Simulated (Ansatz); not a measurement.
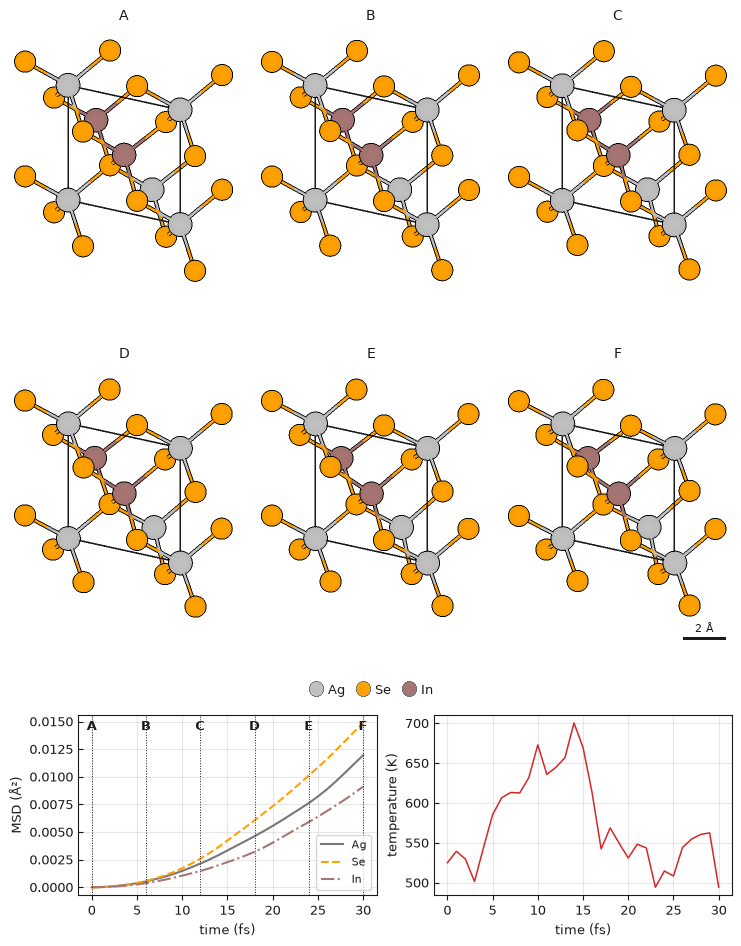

First-principles dynamics of an 8-atom cell of InAgSe₂ (set up in I-42d), 30 fs long. Frames (A at 0 fs, B at 6 fs, C at 12 fs, D at 18 fs, E at 24 fs, F at 30 fs) and the history of the run. The picture is a ball-and-stick view of the simulation cell, seen along the c axis. Bonds to atoms that aren't drawn are left out.

Computed with DFT, PAW plane waves, PBE (Ansatz). Run with plane-wave cutoff 420 eV; k-point mesh 3 × 3 × 3; cold smearing 0.15 eV; Langevin thermostat (NVT); set temperature 600 K; time step 1 fs.

Q: What do the frames and curves show?

A: Root-mean-square distances from the starting positions over the second half, with the common drift of all atoms taken out: Se 0.10 Å, Ag 0.08 Å, In 0.07 Å. The run lasts only 30 fs, too short to tell vibration from diffusion. The mean temperature in the second half is 550 K (standard deviation 42 K). The potential energy is still drifting at the end, so the run hasn't reached equilibrium. The potential energy in the second half lies on average 15.7 meV per atom above the first frame.

Cost: 7.3 min on 2 threads of Arm Neoverse N1, on a shared host, peak memory 0.81 GiB.
